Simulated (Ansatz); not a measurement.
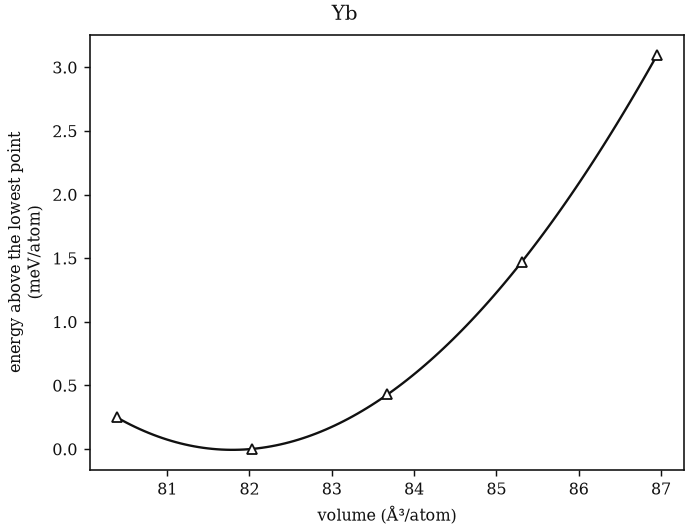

The plot gives the computed energy above the lowest point against volume for Yb, space group Fd-3m (No. 227) (one of a set of cubic test structures, which need not be the stable phase).

Method: equation of state of a cubic crystal from periodic Kohn-Sham density functional theory without spin, third-order Birch-Murnaghan fit to the free energies; pressure corrected for the finite basis (Ansatz 0.2.0 development build). Level: PBE.

```
                setting                   value
         structure type                 diamond
          atoms in cell                       2
     space group number                     227
       lattice centring  face-centred primitive
                 k mesh                11×11×11
      occupation method             Fermi–Dirac
       occupation width              0.06123 eV
            wave cutoff                  820 eV
               datasets           hand-made PAW
      density tolerance                1e-09 eV
                  bands                      30
   density cutoff ratio                       8
search for lower states                 default
```

From this curve and the settings, what does the calculation give for the pressure at the same points?

The pressure falls from 0.06 GPa at volume 80.39 Å³/atom to −0.18 GPa at 86.95 Å³/atom, and changes sign near 81.8 Å³/atom.

```json
{"volume (Å³/atom)": "80.39", "pressure (GPa)": "0.06"}
{"volume (Å³/atom)": "82.03", "pressure (GPa)": "-0.01"}
{"volume (Å³/atom)": "83.67", "pressure (GPa)": "-0.07"}
{"volume (Å³/atom)": "85.31", "pressure (GPa)": "-0.13"}
{"volume (Å³/atom)": "86.95", "pressure (GPa)": "-0.18"}
```

Keep in mind: cubic model structure, not the ambient form; semilocal functionals place the filled 4f shell too high and overbind.
